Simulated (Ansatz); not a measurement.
**SiN: density, localisation and related maps**

Input file:

```
crystal:
  lattice:
    - [5.8201891513, 0.0, 0.0]
    - [0.0, 3.9823920572, 0.0]
    - [0.0, 0.0, 4.0042330597]
  atoms:
    - { symbol: Si, position: [0.25, 0.3386426329, 0.25] }
    - { symbol: Si, position: [0.25, 0.6613573671, 0.75] }
    - { symbol: Si, position: [0.75, 0.6613573671, 0.75] }
    - { symbol: Si, position: [0.75, 0.3386426329, 0.25] }
    - { symbol: "N", position: [0.0, 0.0953430981, 0.1581512761] }
    - { symbol: "N", position: [0.5, 0.9046569019, 0.6581512761] }
    - { symbol: "N", position: [0.5, 0.0953430981, 0.3418487239] }
    - { symbol: "N", position: [0.0, 0.9046569019, 0.8418487239] }
basis:
  ecutwfc: 420
kpoints:
  mp_grid: { grid: [6, 8, 8] }
hamiltonian:
  xc: pbe
scf:
  occupations: { method: gaussian, width: 0.02 }
output:
  forces: true
  stress: true
  eigenvalues: true
  write_density: true
  write_potential: true
  elf: true
  volumetric_format: npy
relax:
  adjacent_minimum: "off"
  f_tol: 0.01
  max_steps: 80
  cell: { stress_tol: 0.05 }
```

Launched as:

```sh
ansatz run input.yaml --threads 1 --pin off --max-ram 2560MiB --backend cpu --events-out ev --progress --plain --runs-dir out
```

Below, planes, directions and counts refer to the conventional cell (a = 5.82 Å, b = 3.98 Å, c = 4.01 Å, α = 90.00°, β = 90.00°, γ = 90.00°).

The fields are those of the relaxed geometry.

Space group Pmna; a structure generated by program, which may or may not match a known phase.

Computed with Ansatz 0.2.0, DFT PBE, scalar-relativistic, plane waves, PAW.

The density is the valence pseudo-density of a PAW calculation; it isn't the true density close to the nuclei.

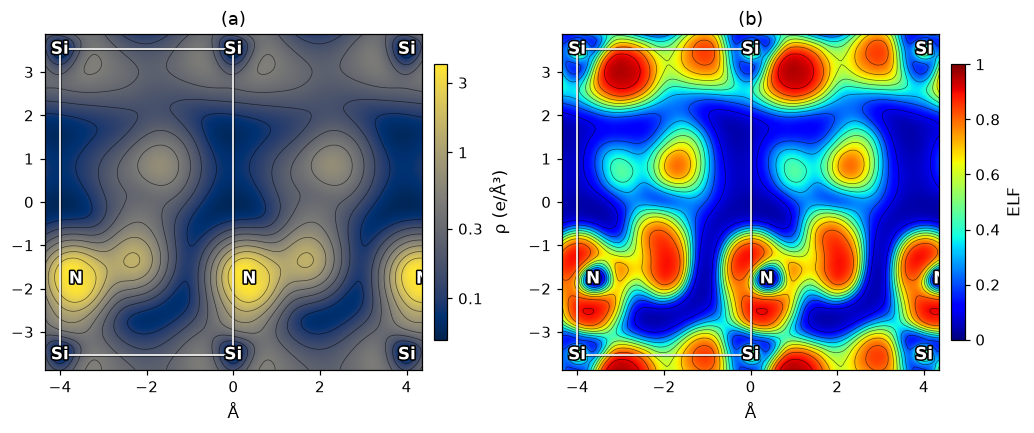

Figure 1. (a) valence electron density; (b) ELF on the (110) plane of the conventional cell.

**Interpret the plot.**

The section cuts through Si and N sites.
Atoms just off the plane (Si, 0.6 Å away and N, 0.6 Å away) can leave unmarked features too.
Si–N (1.79 Å): ρ is about 1 e/Å³ halfway; the ELF peaks at about 0.90 between the atoms (a polar covalent bond).
Between the atoms the lowest density in this plane is 0.06 e/Å³.
The ELF also peaks beside N, away from the bonds: lone-pair regions.

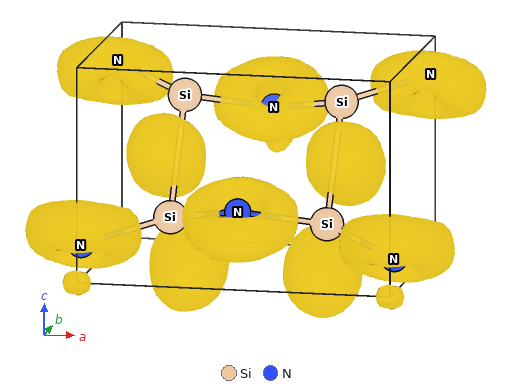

Figure 2. Isosurface of the electron localisation function at 0.75 (yellow), seen slightly off an axis. Only the valence region is drawn (cores and ρ < 0.01 e/Å³ removed). Sticks mark near contacts.

**Where are the electrons localised?**

The surface consists of two regions between bonded N–N atoms (shared pairs), four regions between bonded Si–Si atoms (shared pairs) and four regions on N in which the atom's valence shell and bonds are merged, counted in one cell of 8 atoms. Any copies at cell faces, edges or corners count once.


N–N (1.48 Å): the ELF peaks at about 0.85 between the atoms (localised, covalent bonding).

**Metal or insulator at this level of theory?**

It is gapped, with a Kohn–Sham gap of 0.84 eV on the k-point mesh (the band edges may lie off the mesh, which would make the gap smaller).
